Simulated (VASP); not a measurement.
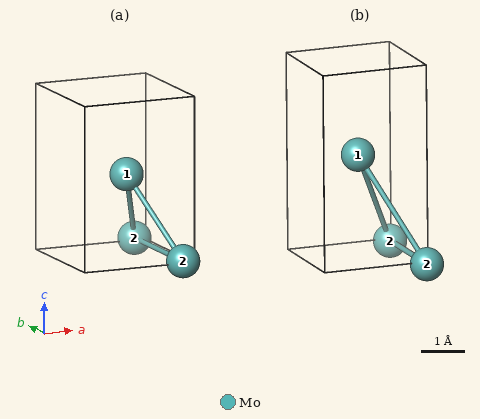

The structure of solid Mo (set up in P-1) before (left) and after (right) a relaxation, at one scale.

A ball-and-stick model of the cell of the calculation, seen slightly off an axis.

The run lets cell and atoms move.

The calculation used VASP, Kohn-Sham DFT of a periodic cell, PBE, VASP PAW PBE potentials, recommended.

Input
```
PREC     = Accurate       # precision mode
ENCUT    = 600            # plane-wave cutoff, eV
EDIFF    = 1E-7           # SCF threshold, eV
ISMEAR   = 1              # smearing method
SIGMA    = 0.1            # smearing width, eV
LREAL    = F              # projectors in reciprocal space
LASPH    = T              # aspherical terms in the spheres
NELM     = 60             # most SCF steps
ALGO     = Normal         # electronic algorithm
ISIF     = 3              # what is computed and relaxed
LWAVE    = F              # write WAVECAR
LCHARG   = F              # write CHGCAR
GGA      = PE             # functional
IBRION   = 2              # ionic algorithm
NSW      = 40             # ionic steps
EDIFFG   = -0.01          # ionic threshold
```

Run as
```bash
cat potpaw_PBE.64/Mo_sv/POTCAR > POTCAR
mpirun -np 1 vasp_std > vasp.out
```

### What changed between the two?

The run was cut off at its time limit before the relaxation converged, so the last structure is only a point on the way. The largest moves relative to the cell, 0.26 Å, are those of Mo1 and Mo2. Mo1 goes roughly along [−3 1 1]. The drawn cell changes as follows: a 2.850 → 2.777 Å (−2.5 %), b 2.850 → 2.703 Å (−5.1 %), c 4.030 → 4.775 Å (+18.5 %), α 90.0° → 89.5°, β 90.0° → 90.8°, γ 90.0° → 80.7°; the volume changes by +8.1 %. Among the contacts that change: Mo1–Mo2 2.589 → 3.229 Å, Mo1–Mo2 (another image) 2.503 → 3.070 Å, Mo1–Mo2 (another image) 3.259 → 2.931 Å, Mo1–Mo2 (another image) 2.732 → 3.050 Å. The space group stays P-1 (No. 2). The energy falls by 0.537 eV per cell of the calculation in 16 geometry steps. The largest force component goes from 0.77 to 0.89 eV/Å. The pressure goes from 6.22 to −18.94 GPa.
